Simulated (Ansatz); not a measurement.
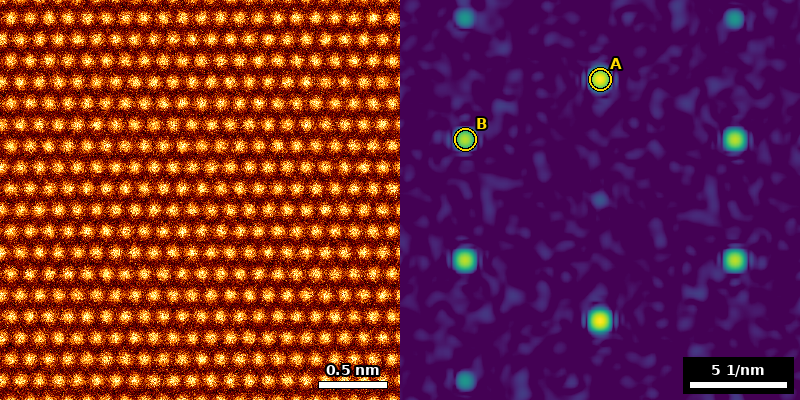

iDPC-like image of W (Im-3m, No. 229) along [210]. Simulated as the projected potential of neutral atoms (B = 0.5 Å²) blurred by a 0.66 Å probe, the thin-sample limit of integrated differential phase contrast. Shot noise was added. Atomic positions: the input geometry of an electronic-structure calculation (not necessarily at equilibrium).

The right panel is the modulus of the image's Fourier transform on a logarithmic scale.

a = 3.198 Å, b = 3.198 Å, c = 3.198 Å, α = 90.00°, β = 90.00°, γ = 90.00°

**Index the marked spots and give their plane spacings (the zone axis points at the viewer; indices equivalent by symmetry, or all signs reversed, are as good).**

A: (002), d = 1.60 Å; B: (1 -2 1), d = 1.31 Å. A and B enclose 66°, and every spot obeys the zone law hu + kv + lw = 0 for [210].
